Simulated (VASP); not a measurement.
## AlN: single-point calculation (part 2 of 2)

Continued. System: AlN (P1, 2 atoms in the cell). Method: DFT, r2SCAN, plane waves, PAW (VASP 6.6.1); cutoff 520 eV, 8×8×8 k-mesh, Fermi–Dirac smearing of 0.02 eV. The structure was built on a prototype by a generator. It belongs to a series of runs on one base structure; here: strained and displaced.

Geometry of the input (Å; fractional positions):
```
-0.0211  2.1853  2.1710
2.1224  -0.0368  2.1867
2.0482  2.1267  0.0375
Al 0.8543  0.0267  0.1831
N  0.2218  0.2263  0.2611
```

### Parts of OUTCAR, continued
```
   0.25000000  0.12500000  0.37500000       0.004
   0.37500000  0.12500000  0.37500000       0.004
   0.50000000  0.12500000  0.37500000       0.004
  -0.37500000  0.12500000  0.37500000       0.004
  -0.25000000  0.12500000  0.37500000       0.004
  -0.12500000  0.12500000  0.37500000       0.004
   0.00000000  0.25000000  0.37500000       0.004
   0.12500000  0.25000000  0.37500000       0.004
   0.25000000  0.25000000  0.37500000       0.004
   0.37500000  0.25000000  0.37500000       0.004
   0.50000000  0.25000000  0.37500000       0.004
  -0.37500000  0.25000000  0.37500000       0.004
  -0.25000000  0.25000000  0.37500000       0.004
  -0.12500000  0.25000000  0.37500000       0.004
   0.00000000  0.37500000  0.37500000       0.004
   0.12500000  0.37500000  0.37500000       0.004
   0.25000000  0.37500000  0.37500000       0.004
   0.37500000  0.37500000  0.37500000       0.004
   0.50000000  0.37500000  0.37500000       0.004
  -0.37500000  0.37500000  0.37500000       0.004
  -0.25000000  0.37500000  0.37500000       0.004
  -0.12500000  0.37500000  0.37500000       0.004
  -0.00000000  0.50000000  0.37500000       0.004
   0.12500000  0.50000000  0.37500000       0.004
   0.25000000  0.50000000  0.37500000       0.004
   0.37500000  0.50000000  0.37500000       0.004
   0.50000000  0.50000000  0.37500000       0.004
  -0.37500000  0.50000000  0.37500000       0.004
  -0.25000000  0.50000000  0.37500000       0.004
  -0.12500000  0.50000000  0.37500000       0.004
   0.00000000 -0.37500000  0.37500000       0.004
   0.12500000 -0.37500000  0.37500000       0.004
   0.25000000 -0.37500000  0.37500000       0.004
   0.37500000 -0.37500000  0.37500000       0.004
   0.50000000 -0.37500000  0.37500000       0.004
  -0.37500000 -0.37500000  0.37500000       0.004
  -0.25000000 -0.37500000  0.37500000       0.004
  -0.12500000 -0.37500000  0.37500000       0.004
   0.00000000 -0.25000000  0.37500000       0.004
   0.12500000 -0.25000000  0.37500000       0.004
   0.25000000 -0.25000000  0.37500000       0.004
   0.37500000 -0.25000000  0.37500000       0.004
   0.50000000 -0.25000000  0.37500000       0.004
  -0.37500000 -0.25000000  0.37500000       0.004
  -0.25000000 -0.25000000  0.37500000       0.004
  -0.12500000 -0.25000000  0.37500000       0.004
   0.00000000 -0.12500000  0.37500000       0.004
   0.12500000 -0.12500000  0.37500000       0.004
   0.25000000 -0.12500000  0.37500000       0.004
   0.37500000 -0.12500000  0.37500000       0.004
   0.50000000 -0.12500000  0.37500000       0.004
  -0.37500000 -0.12500000  0.37500000       0.004
  -0.25000000 -0.12500000  0.37500000       0.004
  -0.12500000 -0.12500000  0.37500000       0.004
   0.00000000  0.00000000  0.50000000       0.002
   0.12500000  0.00000000  0.50000000       0.004
   0.25000000  0.00000000  0.50000000       0.004
   0.37500000  0.00000000  0.50000000       0.004
   0.50000000  0.00000000  0.50000000       0.002
   0.00000000  0.12500000  0.50000000       0.004
   0.12500000  0.12500000  0.50000000       0.004
   0.25000000  0.12500000  0.50000000       0.004
   0.37500000  0.12500000  0.50000000       0.004
   0.50000000  0.12500000  0.50000000       0.004
  -0.37500000  0.12500000  0.50000000       0.004
  -0.25000000  0.12500000  0.50000000       0.004
  -0.12500000  0.12500000  0.50000000       0.004
   0.00000000  0.25000000  0.50000000       0.004
   0.12500000  0.25000000  0.50000000       0.004
   0.25000000  0.25000000  0.50000000       0.004
   0.37500000  0.25000000  0.50000000       0.004
   0.50000000  0.25000000  0.50000000       0.004
  -0.37500000  0.25000000  0.50000000       0.004
  -0.25000000  0.25000000  0.50000000       0.004
  -0.12500000  0.25000000  0.50000000       0.004
   0.00000000  0.37500000  0.50000000       0.004
   0.12500000  0.37500000  0.50000000       0.004
   0.25000000  0.37500000  0.50000000       0.004
   0.37500000  0.37500000  0.50000000       0.004
   0.50000000  0.37500000  0.50000000       0.004
  -0.37500000  0.37500000  0.50000000       0.004
  -0.25000000  0.37500000  0.50000000       0.004
  -0.12500000  0.37500000  0.50000000       0.004
  -0.00000000  0.50000000  0.50000000       0.002
   0.12500000  0.50000000  0.50000000       0.004
   0.25000000  0.50000000  0.50000000       0.004
   0.37500000  0.50000000  0.50000000       0.004
   0.50000000  0.50000000  0.50000000       0.002

 E-fermi :   8.1082

 k-point     1 :       0.0000    0.0000    0.0000
  band No.  band energies     occupation
      1      -9.8279      2.00000
      2       5.1431      2.00000
      3       6.3408      2.00000
      4       7.6170      2.00000
      5      11.0438      0.00000
      6      19.7386      0.00000
      7      19.9833      0.00000
      8      21.2264      0.00000
      9      24.3386      0.00000
     10      24.9823      0.00000
     11      25.8742      0.00000

 k-point     2 :       0.1250   -0.0000    0.0000
  band No.  band energies     occupation
      1      -9.5838      2.00000
      2       4.3233      2.00000
      3       6.1656      2.00000
      4       7.3714      2.00000
      5      11.8662      0.00000
      6      18.7569      0.00000
      7      20.2026      0.00000
      8      21.8991      0.00000
      9      22.8034      0.00000
     10      24.1932      0.00000
     11      26.6407      0.00000

 k-point     3 :       0.2500   -0.0000    0.0000
  band No.  band energies     occupation
      1      -8.9138      2.00000
      2       2.4225      2.00000
      3       6.0157      2.00000
      4       7.0019      2.00000
      5      13.1502      0.00000
      6      17.5513      0.00000
      7      19.6008      0.00000
      8      21.2338      0.00000
      9      23.0494      0.00000
     10      24.9599      0.00000
     11      25.6538      0.00000

 k-point     4 :       0.3750   -0.0000    0.0000
  band No.  band energies     occupation
      1      -8.0664      2.00000
      2       0.5944      2.00000
      3       5.9341      2.00000
      4       6.7112      2.00000
      5      13.8982      0.00000
      6      16.8057      0.00000
      7      18.6351      0.00000
      8      20.3063      0.00000
      9      24.4255      0.00000
     10      25.7219      0.00000
     11      27.8001      0.00000

 k-point     5 :       0.5000   -0.0000    0.0000
  band No.  band energies     occupation
      1      -7.6249      2.00000
      2      -0.2046      2.00000
      3       5.9068      2.00000
      4       6.6017      2.00000
      5      14.0869      0.00000
      6      16.5528      0.00000
      7      18.2737      0.00000
      8      19.9990      0.00000
      9      24.7856      0.00000
     10      27.7152      0.00000
     11      28.6338      0.00000

 [... the levels of 254 k-points are left out ...]

 k-point   260 :       0.5000    0.5000    0.5000
  band No.  band energies     occupation
      1      -7.5545      2.00000
      2      -0.0770      2.00000
      3       5.6916      2.00000
      4       6.5513      2.00000
      5      13.8713      0.00000
      6      16.5607      0.00000
      7      18.0117      0.00000
      8      19.8523      0.00000
      9      24.6808      0.00000
     10      27.8270      0.00000
     11      29.1373      0.00000

  Total        0.4143907      6.3448421      6.0860496      0.2302692      5.5432278     -0.1713415
  in kB       33.7453322    516.6834758    495.6090624     18.7516526    451.4051144    -13.9529608
  external PRESSURE =     348.6792901 kB  Pullay stress =       0.0000000 kB

 POSITION                                       TOTAL-FORCE (eV/Angst)
 -----------------------------------------------------------------------------------
      0.41367      2.25532      1.91994        -5.342375      0.953758      0.044015
      1.01040      1.03165      0.98617         5.342375     -0.953758     -0.044015
 -----------------------------------------------------------------------------------
    total drift:                                0.000436      0.000716     -0.001218

  FREE ENERGIE OF THE ION-ELECTRON SYSTEM (eV)
  ---------------------------------------------------
  free  energy   TOTEN  =       -17.6235137502 eV

  energy  without entropy=      -17.6235137502  energy(sigma->0) =      -17.62351375
```

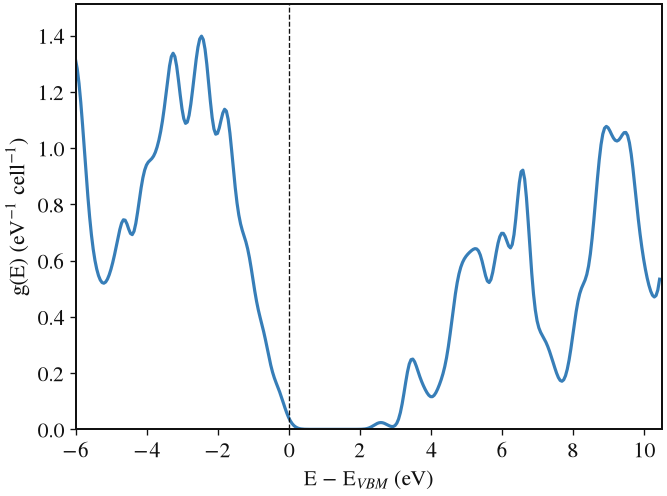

**Figure 1.** Density of states (the curve is built from the levels of the k mesh with Gaussians 0.4 eV wide, which also blur the band edges), with energies from the valence-band top. There is a gap of 2.51 eV on the k-point mesh. Small ripples come from the finite k-point mesh.

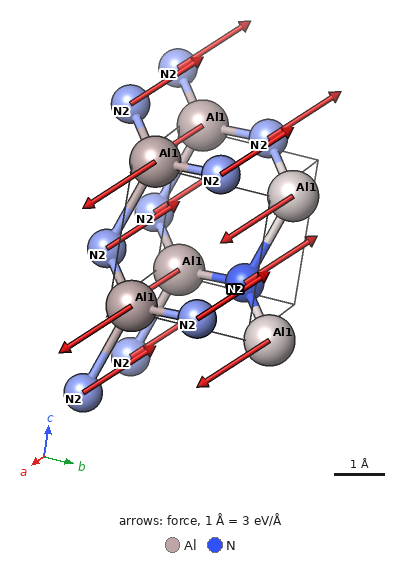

**Figure 2.** Forces on the atoms as red arrows (ball-and-stick view of the reduced cell, seen slightly off an axis; neighbours outside the cell are drawn fainter; atoms are numbered from 1 in the order of the input). The largest act on Al1 (5.43 eV/Å); N2 (5.43 eV/Å). The geometry is not a stationary point of this energy.
